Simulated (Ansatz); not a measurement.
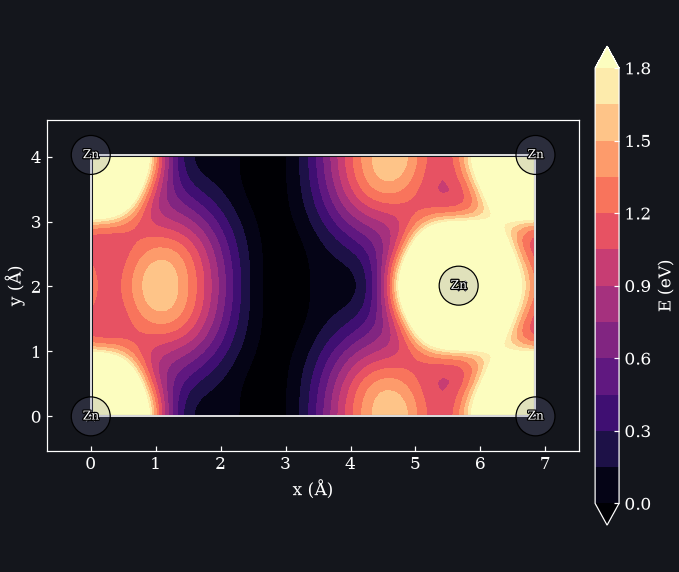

Energy landscape of ZnSe (P4/nmm phase) with one H guest (9 atoms in the cell, cell charge +1). 
- A guest moved over a lattice plane through the rigid host; the plane is (1 0 1) of the conventional cell, half-way across the widest gap between atomic layers, origin above Zn3.
- Places are given modulo a cell vector. The map is drawn in real space over the plane of the scan.
- Nothing is relaxed (host rigid, guest held in the plane).
- The scan uses a 6 × 6 grid; 22 points were computed and 12 follow by symmetry. At 2 points there is no value (left out of the scan, as a rule where atoms come close).
- All energies are given in eV per cell relative to the lowest grid point.
- The band gap closes in part of the range. The cell is charged on a uniform background, without a charge correction.
- These are results of DFT PBEsol, scalar-relativistic, plane waves, PAW in Ansatz, not measurements. Settings: cutoff 420 eV, k-mesh 6×6×6, gaussian smearing 0.05 eV, no spin polarisation.

Drawn: filled contours, crosses at grid points without a value, labelled circles for the fixed atoms within 1 Å of the plane, the outline of one cell of the plane, one colour for all values above the top of the scale. Between grid points the surface is interpolated. 

### Summarise what can be read from the map.

The lowest grid point is at (2/6, 0/6) of the cell vectors [nearest 1 Se at 1.57 Å]. Relaxing all atoms from the lowest point lowers the energy by a further 0.34 eV. The highest grid point, (0/6, 1/6) of the cell vectors [nearest 1 Zn at 1.06 Å], lies 4.54 eV above the lowest.

The whole map (22 points run) took 15 min on 4 threads of Arm Neoverse V2, on a shared host.

PAW datasets: the set soft_1.
